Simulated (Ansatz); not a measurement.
TiSi₂ (slab)

The calculation's input:

```
crystal:
  lattice:
    - [4.7597362636, 0.0, 0.0]
    - [-2.3588725774, 4.1341032235, 0.0]
    - [0.0, 0.0, 21.2581108944]
  atoms:
    - { symbol: Ti, position: [0.0, 0.0, 0.3998473826] }
    - { symbol: Si, position: [0.337330028, 0.662669972, 0.3998473826] }
    - { symbol: Si, position: [0.662669972, 0.337330028, 0.3998473826] }
    - { symbol: Ti, position: [0.0, 0.5, 0.5] }
    - { symbol: Si, position: [0.662669972, 0.837330028, 0.5] }
    - { symbol: Si, position: [0.337330028, 0.162669972, 0.5] }
    - { symbol: Ti, position: [0.5, 0.5, 0.6001526174] }
    - { symbol: Si, position: [0.837330028, 0.162669972, 0.6001526174] }
    - { symbol: Si, position: [0.162669972, 0.837330028, 0.6001526174] }
basis:
  ecutwfc: 500
kpoints:
  mp_grid: { grid: [7, 7, 1] }
hamiltonian:
  xc: r2scan
scf:
  occupations: { method: gaussian, width: 0.1 }
output:
  forces: true
  eigenvalues: true
  write_density: true
  write_potential: true
  elf: true
  volumetric_format: npy
relax:
  adjacent_minimum: "off"
  f_tol: 0.03
  max_steps: 70
  constraints: [{ sites: [0, 1, 2] }]
efield:
  axis: 3
  dipole_correction: true
  ramp_width: 0.04
```

Command:

```sh
ansatz run input.yaml --threads 2 --pin off --max-ram 5120MiB --backend cpu --events-out ev --progress --plain --runs-dir out
```

The fields are those of the run's last geometry, not of the input's.

Computed without spin polarisation.

Level of theory: DFT r2SCAN, scalar-relativistic, plane waves, PAW (Ansatz).

Core electrons are frozen (PAW), and the valence fields are smoothed inside the atomic spheres.

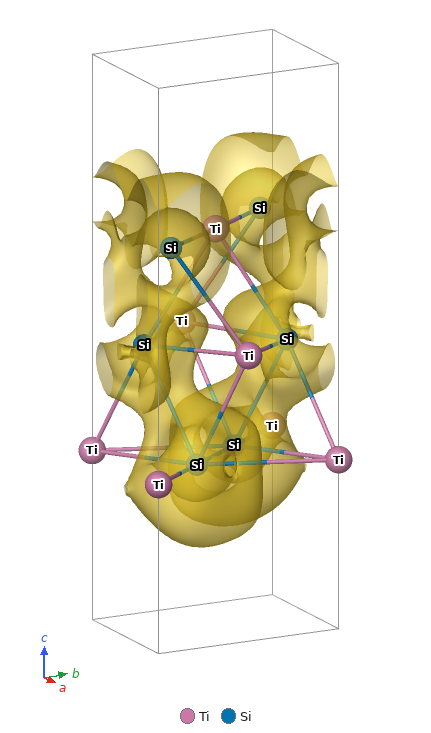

Figure 1. Isosurface of the ELF at 0.65 (yellow), seen slightly off an axis. Core shells and regions of very low density are left out. Sticks mark near contacts.

Identify the bonds, lone pairs and shells in this picture.

The surface consists of sheets that run through the cell in two directions, counted in one cell of 9 atoms. Counts are for one cell; the picture repeats the cell along the surface. Along the contacts the grid gives the following. Si–Si (2.49 Å): the ELF peaks at about 0.80 between the atoms. Ti–Si (2.56 Å): the ELF peaks at about 0.75 in the valence shell of Si, 0.9 Å from its nucleus, and is about 0.45 at the midpoint.

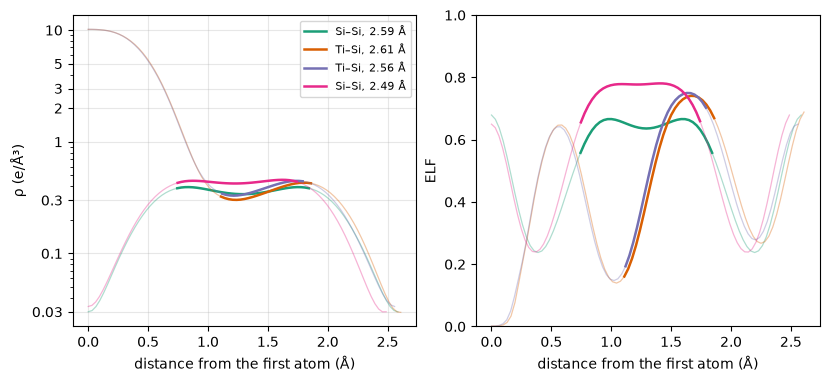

Figure 2. Valence pseudo-density and electron localisation function along straight lines between neighbouring atoms. Thin, pale parts lie inside the atomic spheres.

What can be read from the curves?

Si–Si (2.59 Å): ρ at the midpoint is about 0.34 e/Å³; the ELF peaks at about 0.65 between the atoms.
Ti–Si (2.61 Å): the density is about 0.31 e/Å³ at the midpoint; the ELF peaks at about 0.75 in the valence shell of Si, 0.9 Å from its nucleus, and is about 0.40 at the midpoint.
Ti–Si (2.56 Å): ρ is about 0.33 e/Å³ halfway; the ELF peaks at about 0.75 in the valence shell of Si, 0.9 Å from its nucleus, and is about 0.45 at the midpoint.
Si–Si (2.49 Å): ρ at the midpoint is about 0.42 e/Å³; the ELF peaks at about 0.80 between the atoms.

Does the calculation make it a metal, or give it a gap?

It is gapless in this calculation (a metal or semimetal).
